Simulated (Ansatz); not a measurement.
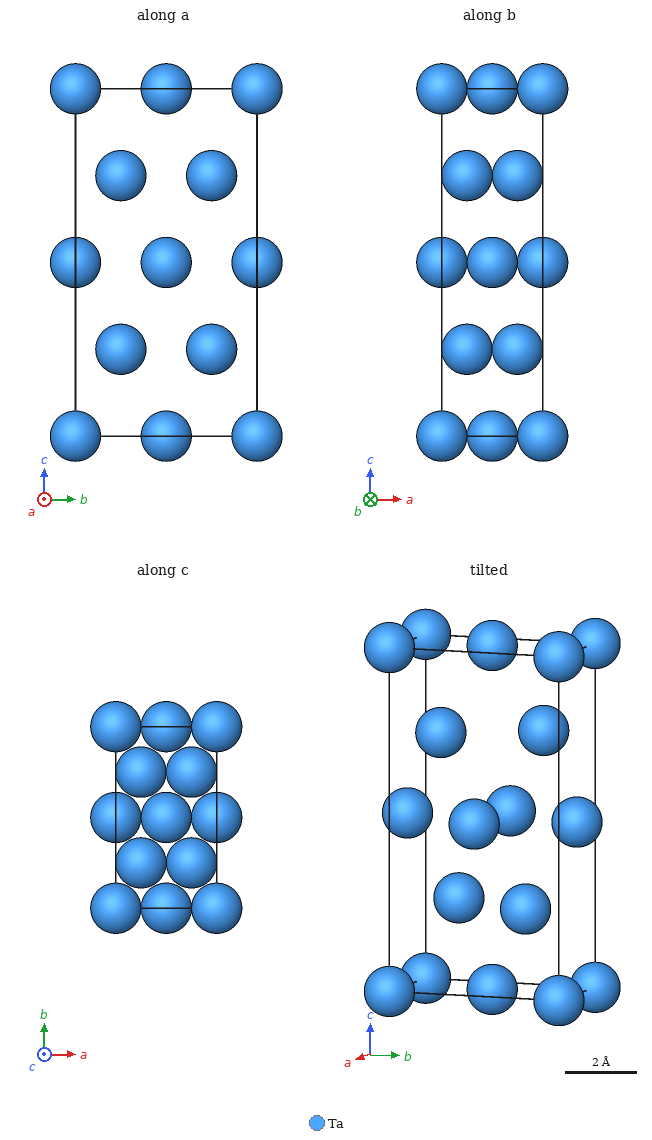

The image is a spheres-only drawing of a crystal, viewed along the a axis, along the b axis, along the c axis and slightly off an axis. One conventional unit cell is framed, with atoms on its boundary repeated.

Lattice parameters: a = 2.878 Å, b = 5.179 Å, c = 9.906 Å, α = 90.00°, β = 90.00°, γ = 90.00°.

Reconstruct the structure as a table of Wyckoff sites.

Answer. Space group Fddd:1 (No. 70).
```tsv
atom	site	x	y	z
Ta	8a	0.0000	0.5000	0.5000
```

Provenance: a structure type filled with this element by a generator (whether the element takes this form wasn't checked). This is the structure after a relaxation with DFT, r2SCAN, plane waves (500 eV) with PAW, scalar-relativistic (Ansatz 0.2.0).
